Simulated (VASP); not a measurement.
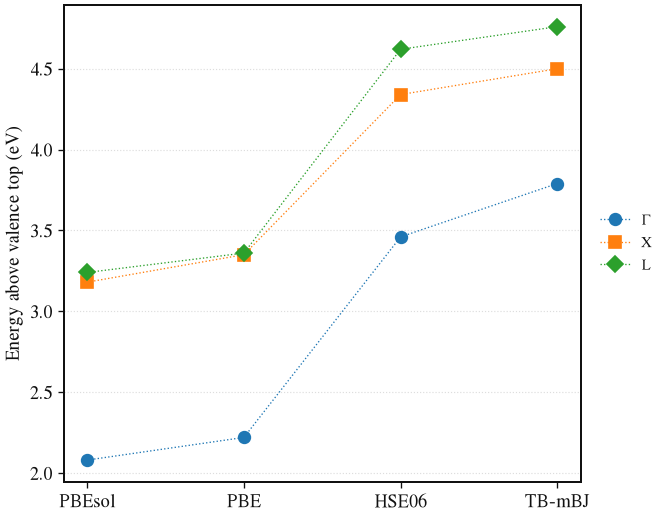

Lowest conduction level at each named k point, counted from the valence-band top at Γ, by several methods on one cell of zincblende ZnS, space group F-43m (No. 216), 2 atoms in the primitive cell; cubic a = 5.361 Å. All runs are without spin-orbit coupling and carry no moments. The cell is at 4 GPa in PBE.

| method | program | Γ (eV) | X (eV) | L (eV) |
| --- | --- | --- | --- | --- |
| PBEsol | VASP | 2.08 | 3.18 | 3.24 |
| PBE | VASP | 2.22 | 3.35 | 3.36 |
| HSE06 | VASP | 3.46 | 4.34 | 4.62 |
| TB-mBJ | VASP | 3.79 | 4.50 | 4.76 |

> What does PBE0 give? It was run as: PBE0, VASP PAW PBE potentials, release 64 (Zn, S), 8×8×8 k mesh, 520 eV cutoff, Gaussian smearing of 0.03 eV (VASP 6.6.1).

PBE0 keeps the long-range exact exchange that HSE06 screens off, so it lies above HSE06, here by 0.64 eV at Γ. PBE0 gives 4.10 eV at Γ, 5.01 eV at X and 5.29 eV at L, which is +1.88 eV from PBE at Γ.

> Does PBE0 shift these levels rigidly from PBE?

The shifts are +1.88 eV at Γ, +1.66 eV at X and +1.93 eV at L: a spread of 0.27 eV on a mean of 1.82 eV, so one shift describes them only roughly.

> How do the methods rank at Γ?

From low to high: PBEsol 2.08, PBE 2.22, HSE06 3.46, TB-mBJ 3.79, PBE0 4.10 eV.

Settings. PBEsol: VASP PAW PBE potentials, release 64 (Zn, S), 10×10×10 k mesh, 600 eV cutoff, Gaussian smearing of 0.03 eV (VASP 6.6.1). PBE: VASP PAW PBE potentials, release 64 (Zn, S), 10×10×10 k mesh, 520 eV cutoff, Gaussian smearing of 0.03 eV (VASP 6.6.1). HSE06: VASP PAW PBE potentials, release 64 (Zn, S), 8×8×8 k mesh, 520 eV cutoff, Gaussian smearing of 0.03 eV (VASP). TB-mBJ: VASP PAW PBE potentials, release 64 (Zn, S), 10×10×10 k mesh, 520 eV cutoff, Gaussian smearing of 0.03 eV (VASP 6.6.1).

These are five of the 8 methods that were run on this cell. PBEsol, HSE06, TB-mBJ and PBE0: the PAW data sets were made with another functional. PBE, HSE06, TB-mBJ and PBE0: the cell was derived from a database entry in an earlier step, so it needn't be the measured one. LDA, GGA and most meta-GGA functionals understate gaps. TB-mBJ: this is a model potential built to give gaps, with no total energy.
